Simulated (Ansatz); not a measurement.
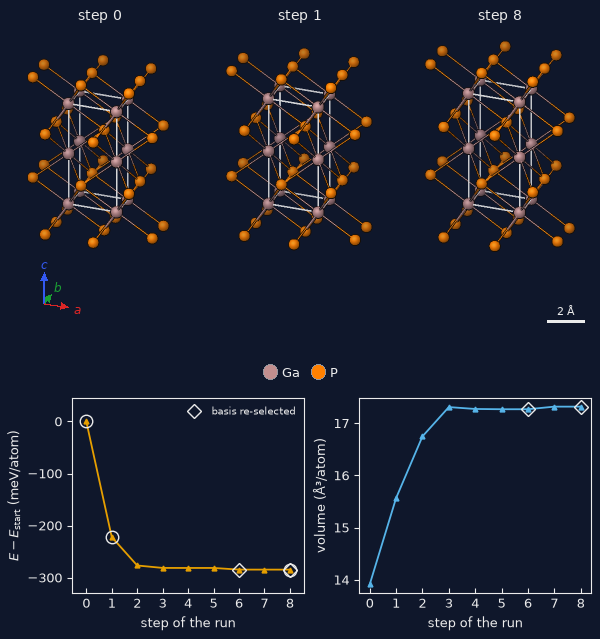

Frames of a relaxation of solid GaP (built on the NiAs type), marked on the history of the run. Style: ball-and-stick. Shown: the cell of the calculation, slightly off an axis.

Theory: DFT, PBE, plane waves, PAW in Ansatz.

The input:
```yaml
crystal:
  lattice:
    - [3.40332546, 0.0, 0.0]
    - [-1.70166273, 2.9473663057, 0.0]
    - [0.0, 0.0, 5.5474204998]
  atoms:
    - { symbol: Ga, position: [0.0, 0.0, 0.0] }
    - { symbol: Ga, position: [0.0, 0.0, 0.5] }
    - { symbol: P, position: [0.3333333333, 0.6666666667, 0.25] }
    - { symbol: P, position: [0.6666666667, 0.3333333333, 0.75] }
kpoints:
  mp_grid: { grid: [12, 12, 4] }
hamiltonian:
  xc: pbe
scf:
  occupations: { method: fermi_dirac, width: 0.02 }
relax:
  f_tol: 0.005
  cell: {}
output:
  write_density: true
  write_potential: true
  elf: true
  volumetric_format: npy
```

Launched with:
```bash
ansatz run input.yaml --threads 2 --pin off --max-ram 2211MiB --backend cpu --events-out ev --progress --plain --runs-dir out
```

What happens along the run?

Answer. After 6 accepted moves (8 points after the start) the energy has fallen by 285 meV per atom. All forces vanish by symmetry, so only the cell relaxes. Pressure: 32.07 GPa at the start and 0.01 GPa at the end. The SCF was repeated twice at an unchanged geometry on a basis and grid sized afresh for the cell, which shifted the energy by 3.1 meV per atom at most. No atom moves by more than 0.005 Å relative to the cell. Cell: a = b 3.403 → 3.618 Å (+6.3 %), c 5.547 → 6.110 Å (+10.1 %). Volume +24.5 %. Among the contacts that change: Ga1–P3 2.405 → 2.588 Å. The space group stays P6_3/mmc (No. 194). Cost: 9.8 s on 2 threads of Intel(R) Xeon(R) 6975P-C (Granite Rapids) (shared host), peak memory 0.46 GiB. From step 0 to 1: volume +11.9 %, energy −222 meV per atom. From step 1 to 8: volume +11.3 %, energy −62.7 meV per atom.

```tsv
step	E − E(0), meV/atom	pressure, GPa	volume, Å³/atom	note
0	0.00	32.07	13.911	
1	-221.92	12.01	15.566	
2	-276.62	3.00	16.748	
3	-281.32	-0.22	17.310	
4	-281.37	-0.02	17.274	
5	-281.37	0.01	17.269	
6	-284.52	0.27	17.269	same geometry, new basis
7	-284.56	0.01	17.319	
8	-284.57	0.01	17.319	same geometry, new basis
```
